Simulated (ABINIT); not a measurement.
Run report: Pb, elastic calculation (part 1 of 2)

Pb (Fm-3m, 1 atom in the cell), computed with Kohn-Sham DFT of a periodic cell, LDA, PseudoDojo NC SR LDA v0.4.1 standard, no spin polarisation (ABINIT 10.8.3).

The structure derives from an entry of the Crystallography Open Database.

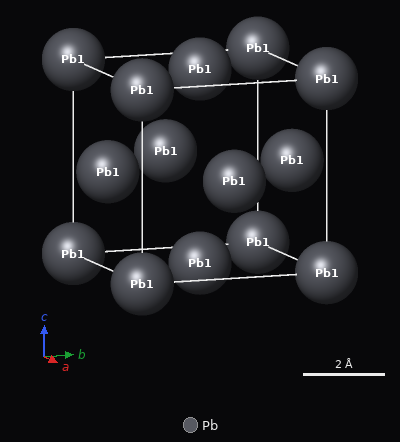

Fig. 1: The structure (spheres-only view of the cell 4 times as large as that of the calculation, set on its symmetry axes, seen slightly off an axis; atoms are numbered from 1 in the order of the input). An atom can appear more than once, as a periodic image.

Input file
```
# Datasets
ndtset 2

# Pseudopotentials
pp_dirpath "./"
pseudos "Pb.upf"

# Structure
acell 3*1.0 Angstrom
rprim
     0.0000000000     2.4487354300     2.4487354300
     2.4487354300     0.0000000000     2.4487354300
     2.4487354300     2.4487354300     0.0000000000
ntypat 1
znucl 82
natom 1
typat 1
chkprim 0
chksymtnons 0
tolsym 1.0e-6
xred
            0.0            0.0            0.0

# Plane-wave basis
ecut 28.0
ecutsm 0.5

# k points
ngkpt 16 16 16
nshiftk 1
shiftk 0.0 0.0 0.0

# Exchange and correlation
ixc 7

# Bands and occupations
nband 15
occopt 3
tsmear 0.136 eV

# SCF cycle
nstep 80

# Output
prteig 0
prtebands 0
prtwf 0
prtden 0
prtpot 0

# Dataset 1: ground state
kptopt1 1
tolvrs1 1.0e-15
prtwf1 1
tolwfr1 1.0e-14
nbdbuf1 4
nline1 6

# Dataset 2: response at q = 0 to atomic displacements, strain
rfphon2 1
rfstrs2 3
rfatpol2 1 1
rfdir2 1 1 1
getwfk2 1
kptopt2 2
nqpt2 1
qpt2 0.0 0.0 0.0
tolvrs2 1.0e-9
```

File mrgddb.in
```
merged_DDB
Pb
2
runo_DS1_DDB
runo_DS2_DDB
```

File anaddb.abi
```
ddb_filepath "merged_DDB"
output_file "anaddb.abo"
outdata_prefix "ana"
asr 1
chneut 0
dipdip 0
dieflag 0
enunit 0
elaflag 3
instrflag 1
eivec 1
nph1l 1
qph1l 0.0 0.0 0.0 1.0
```

Launched with:
```bash
mpirun --bind-to none -np 4 abinit run.abi > log 2>&1
mrgddb < mrgddb.in > mrgddb.log 2>&1
anaddb anaddb.abi > anaddb.log 2>&1
```

What the program printed
```
.Version 10.8.3 of ABINIT
 DATASET    1 : space group Fm -3 m (#225); Bravais cF (face-center cubic)
================================================================================
 Values of the parameters that define the memory need for DATASET  1.
     intxc =       0    ionmov =       0      iscf =       7    lmnmax =       6
     lnmax =       6     mgfft =      32  mpssoang =       3    mqgrid =    3001
     natom =       1  nloc_mem =       1    nspden =       1   nspinor =       1
    nsppol =       1      nsym =      48    n1xccc =    2501    ntypat =       1
    occopt =       3   xclevel =       1
       mpw =        1424          nfft =       32768          nkpt =         145
================================================================================
================================================================================

 DATASET    2 : space group Fm -3 m (#225); Bravais cF (face-center cubic)
================================================================================
 Values of the parameters that define the memory need for DATASET  2 (RF).
     intxc =       0      iscf =       7    lmnmax =       6     lnmax =       6
     mgfft =      32  mpssoang =       3    mqgrid =    3001     natom =       1
  nloc_mem =       1    nspden =       1   nspinor =       1    nsppol =       1
      nsym =      48    n1xccc =    2501    ntypat =       1    occopt =       3
   xclevel =       1
      nfft =       32768          nkpt =        2052
================================================================================
================================================================================

--------------------------------------------------------------------------------
------------- Echo of variables that govern the present computation ------------
--------------------------------------------------------------------------------
 -outvars: echo values of preprocessed input variables --------
            acell      1.8897261259E+00  1.8897261259E+00  1.8897261259E+00 Bohr
              amu      2.07200000E+02
          chkprim           0
      chksymtnons           0
             ecut      2.80000000E+01 Hartree
           ecutsm      5.00000000E-01 Hartree
           getwfk1          0
           getwfk2          1
                       outvar_i_n : Printing only first  50 k-points.
              ixc           7
           jdtset        1    2
                       outvar_i_n : Printing only first  50 k-points.
           kptopt1          1
           kptopt2          2
         kptrlatt       16    0    0      0   16    0      0    0   16
          kptrlen      1.04706999E+02
            natom           1
            nband1         15
            nband2         15
           nbdbuf1          4
           nbdbuf2          2
           ndtset           2
            ngfft          32      32      32
             nkpt1        145
             nkpt2       2052
            nline1          6
            nline2          4
             nqpt1          0
             nqpt2          1
            nstep          80
             nsym          48
           ntypat           1
                       prtocc : prtvol=0, do not print more k-points.
                       prtocc : prtvol=0, do not print more k-points.
           occopt           3
        optdriver1          0
        optdriver2          1
           prtden           0
        prtebands           0
           prteig           0
            prtwf1          1
            prtwf2          0
           rfphon1          0
           rfphon2          1
           rfstrs1          0
           rfstrs2          3
            rprim      0.0000000000E+00  2.4487354300E+00  2.4487354300E+00
                       2.4487354300E+00  0.0000000000E+00  2.4487354300E+00
                       2.4487354300E+00  2.4487354300E+00  0.0000000000E+00
          spgroup         225
           tolsym      1.00000000E-06
           tolvrs1     1.00000000E-15
           tolvrs2     1.00000000E-09
           tolwfr1     1.00000000E-14
           tolwfr2     0.00000000E+00
           tsmear      4.99790782E-03 Hartree
            typat      1
                       outvars : Printing only first  50 k-points.
            znucl       82.00000

================================================================================

 chkinp: Checking input parameters for consistency, jdtset=   1.

 chkinp: Checking input parameters for consistency, jdtset=   2.

================================================================================
== DATASET  1 ==================================================================

--- !DatasetInfo
iteration_state: {dtset: 1, }
dimensions: {natom: 1, nkpt: 145, mband: 15, nsppol: 1, nspinor: 1, nspden: 1, mpw: 1424, }
cutoff_energies: {ecut:  28.0, pawecutdg:  -1.0, }
electrons: {nelect:   1.40000000E+01, charge:   0.00000000E+00, occopt:   3.00000000E+00, tsmear:   4.99790782E-03, }
meta: {optdriver: 0, ionmov: 0, optcell: 0, iscf: 7, paral_kgb: 0, }
...

 Exchange-correlation functional for the present dataset will be:
  LDA: Perdew-Wang 92 LSD fit to Ceperley-Alder data - ixc=7
  J.P.Perdew and Y.Wang, PRB 45, 13244 (1992)

 Real(R)+Recip(G) space primitive vectors, cartesian coordinates (Bohr,Bohr^-1):
 R(1)=  0.0000000  4.6274393  4.6274393  G(1)= -0.1080511  0.1080511  0.1080511
 R(2)=  4.6274393  0.0000000  4.6274393  G(2)=  0.1080511 -0.1080511  0.1080511
 R(3)=  4.6274393  4.6274393  0.0000000  G(3)=  0.1080511  0.1080511 -0.1080511
 Unit cell volume ucvol=  1.9817652E+02 bohr^3
 Angles (23,13,12)=  6.00000000E+01  6.00000000E+01  6.00000000E+01 degrees

 getcut: wavevector=  0.0000  0.0000  0.0000  ngfft=  32  32  32
         ecut(hartree)=     28.000   => boxcut(ratio)=   2.05282

--- Pseudopotential description ------------------------------------------------
- pspini: atom type   1  psp file is ./Pb.upf
  82.00000  14.00000  180309                  znucl, zion, pspdat
12 -1012 2 -1 1638                            pspcod,pspxc,lmax,lloc,mmax
     nproj     2     2     2

   6.17979109E+02                                ecore*ucvol(ha*bohr**3)
--------------------------------------------------------------------------------

================================================================================

--- !BeginCycle
iteration_state: {dtset: 1, }
solver: {iscf: 7, nstep: 80, nline: 6, wfoptalg: 0, }
tolerances: {tolwfr: 1.00E-14, tolvrs: 1.00E-15, }
...

     iter   Etot(hartree)      deltaE(h)  residm     vres2
 ETOT  1  -70.248401268850    -7.025E+01 3.037E-02 3.795E+00
 ETOT  2  -70.262014146346    -1.361E-02 1.878E-06 7.472E-01
 ETOT  3  -70.262224317292    -2.102E-04 6.572E-06 6.420E-03
 ETOT  4  -70.262226072132    -1.755E-06 6.767E-08 1.906E-05
 ETOT  5  -70.262226074236    -2.103E-09 2.972E-10 1.989E-06
 ETOT  6  -70.262226074647    -4.117E-10 1.984E-11 2.872E-09
 ETOT  7  -70.262226074650    -2.373E-12 5.203E-14 2.265E-11
 ETOT  8  -70.262226074649     4.690E-13 9.962E-15 2.876E-12
 ETOT  9  -70.262226074650    -4.690E-13 9.823E-15 2.277E-13
 ETOT 10  -70.262226074650    -2.132E-13 9.929E-15 1.970E-15
 ETOT 11  -70.262226074649     5.684E-13 9.945E-15 7.695E-18

 At SCF step   11  max residual=  9.94E-15 < tolwfr=  1.00E-14 AND vres2   =  7.69E-18 < tolvrs=  1.00E-15 =>converged.

 Cartesian components of stress tensor (hartree/bohr^3)
  sigma(1 1)=  1.79162090E-05  sigma(3 2)=  0.00000000E+00
  sigma(2 2)=  1.79162090E-05  sigma(3 1)=  0.00000000E+00
  sigma(3 3)=  1.79162090E-05  sigma(2 1)=  0.00000000E+00

--- !ResultsGS
iteration_state: {dtset: 1, }
comment   : Summary of ground state results
lattice_vectors:
- [  0.0000000,   4.6274393,   4.6274393, ]
- [  4.6274393,   0.0000000,   4.6274393, ]
- [  4.6274393,   4.6274393,   0.0000000, ]
lattice_lengths: [   6.54419,    6.54419,    6.54419, ]
lattice_angles: [ 60.000,  60.000,  60.000, ] # degrees, (23, 13, 12)
lattice_volume:   1.9817652E+02
convergence: {deltae:  5.684E-13, res2:  7.695E-18, residm:  9.945E-15, diffor: null, }
etotal    :  -7.02622261E+01
entropy   :   0.00000000E+00
fermie    :   2.02694328E-01
cartesian_stress_tensor: # hartree/bohr^3
- [  1.79162090E-05,   0.00000000E+00,   0.00000000E+00, ]
- [  0.00000000E+00,   1.79162090E-05,   0.00000000E+00, ]
- [  0.00000000E+00,   0.00000000E+00,   1.79162090E-05, ]
pressure_GPa:  -5.2711E-01
xred      :
- [  0.0000E+00,   0.0000E+00,   0.0000E+00, Pb]
cartesian_forces: # hartree/bohr
- [ -0.00000000E+00,  -0.00000000E+00,  -0.00000000E+00, ]
force_length_stats: {min:   0.00000000E+00, max:   0.00000000E+00, mean:   0.00000000E+00, }
...

 Integrated electronic density in atomic spheres:
 ------------------------------------------------
 Atom  Sphere_radius  Integrated_density
    1        2.00000         10.02930546
================================================================================

 ----iterations are completed or convergence reached----

 Mean square residual over all n,k,spin=   27.600E-16; max=  99.450E-16
 reduced coordinates (array xred) for    1 atoms
       0.000000000000      0.000000000000      0.000000000000
 rms dE/dt=  0.0000E+00; max dE/dt=  0.0000E+00; dE/dt below (all hartree)
    1       0.000000000000      0.000000000000      0.000000000000

 cartesian coordinates (angstrom) at end:
    1      0.00000000000000     0.00000000000000     0.00000000000000

 cartesian forces (hartree/bohr) at end:
    1     -0.00000000000000    -0.00000000000000    -0.00000000000000
 frms,max,avg= 0.0000000E+00 0.0000000E+00   0.000E+00  0.000E+00  0.000E+00 h/b

 cartesian forces (eV/Angstrom) at end:
    1     -0.00000000000000    -0.00000000000000    -0.00000000000000
 frms,max,avg= 0.0000000E+00 0.0000000E+00   0.000E+00  0.000E+00  0.000E+00 e/A
 length scales=  1.889726125908  1.889726125908  1.889726125908 bohr
              =  1.000000000000  1.000000000000  1.000000000000 angstroms
 Fermi (or HOMO) energy (hartree) =   0.20269   Average Vxc (hartree)=  -0.40344
 Eigenvalues (hartree) for nkpt= 145  k points:
 kpt#   1, nband= 15, wtk=  0.00024, kpt=  0.0000  0.0000  0.0000 (reduced coord)
  -0.42366   -0.42366   -0.42366   -0.41790   -0.41790   -0.24038    0.48063    0.48063
   0.48063    0.57678    0.63477    0.67110    0.67110    0.67110    0.76584
      occupation numbers for kpt#   1
   2.00000    2.00000    2.00000    2.00000    2.00000    2.00000    0.00000    0.00000
   0.00000    0.00000    0.00000    0.00000    0.00000    0.00000    0.00000
 prteigrs : prtvol=0 or 1, do not print more k-points.

--- !EnergyTerms
iteration_state     : {dtset: 1, }
comment             : Components of total free energy in Hartree
kinetic             :  3.44080886068300E+01
hartree             :  1.22936054015191E+01
xc                  : -1.97518907845609E+01
Ewald energy        : -4.85491491550468E+01
psp_core            :  3.11832661281089E+00
local_psp           : -3.75780070937379E+01
non_local_psp       : -1.42021360928490E+01
internal            : -7.02611625050347E+01
'-kT*entropy'       : -1.06356961459627E-03
total_energy        : -7.02622260746493E+01
total_energy_eV     : -1.91193257221972E+03
band_energy         : -4.15726580184611E+00
...

 Cartesian components of stress tensor (hartree/bohr^3)
  sigma(1 1)=  1.79162090E-05  sigma(3 2)=  0.00000000E+00
  sigma(2 2)=  1.79162090E-05  sigma(3 1)=  0.00000000E+00
  sigma(3 3)=  1.79162090E-05  sigma(2 1)=  0.00000000E+00

-Cartesian components of stress tensor (GPa)         [Pressure= -5.2711E-01 GPa]
- sigma(1 1)=  5.27113068E-01  sigma(3 2)=  0.00000000E+00
- sigma(2 2)=  5.27113068E-01  sigma(3 1)=  0.00000000E+00
- sigma(3 3)=  5.27113068E-01  sigma(2 1)=  0.00000000E+00

================================================================================
== DATASET  2 ==================================================================

--- !DatasetInfo
iteration_state: {dtset: 2, }
dimensions: {natom: 1, nkpt: 2052, mband: 15, nsppol: 1, nspinor: 1, nspden: 1, mpw: 1424, }
cutoff_energies: {ecut:  28.0, pawecutdg:  -1.0, }
electrons: {nelect:   1.40000000E+01, charge:   0.00000000E+00, occopt:   3.00000000E+00, tsmear:   4.99790782E-03, }
meta: {optdriver: 1, rfphon: 1, rfstrs: 3, }
...

 mkfilename : getwfk/=0, take file _WFK from output of DATASET   1.

 Exchange-correlation functional for the present dataset will be:
  LDA: Perdew-Wang 92 LSD fit to Ceperley-Alder data - ixc=7
  J.P.Perdew and Y.Wang, PRB 45, 13244 (1992)

 Real(R)+Recip(G) space primitive vectors, cartesian coordinates (Bohr,Bohr^-1):
 R(1)=  0.0000000  4.6274393  4.6274393  G(1)= -0.1080511  0.1080511  0.1080511
 R(2)=  4.6274393  0.0000000  4.6274393  G(2)=  0.1080511 -0.1080511  0.1080511
 R(3)=  4.6274393  4.6274393  0.0000000  G(3)=  0.1080511  0.1080511 -0.1080511
 Unit cell volume ucvol=  1.9817652E+02 bohr^3
 Angles (23,13,12)=  6.00000000E+01  6.00000000E+01  6.00000000E+01 degrees
 setup1 : take into account q-point for computing boxcut.

 getcut: wavevector=  0.0000  0.0000  0.0000  ngfft=  32  32  32
         ecut(hartree)=     28.000   => boxcut(ratio)=   2.05282
--------------------------------------------------------------------------------

 symkchk : k-point set has full space-group symmetry.

 ==>  initialize data related to q vector <==
```
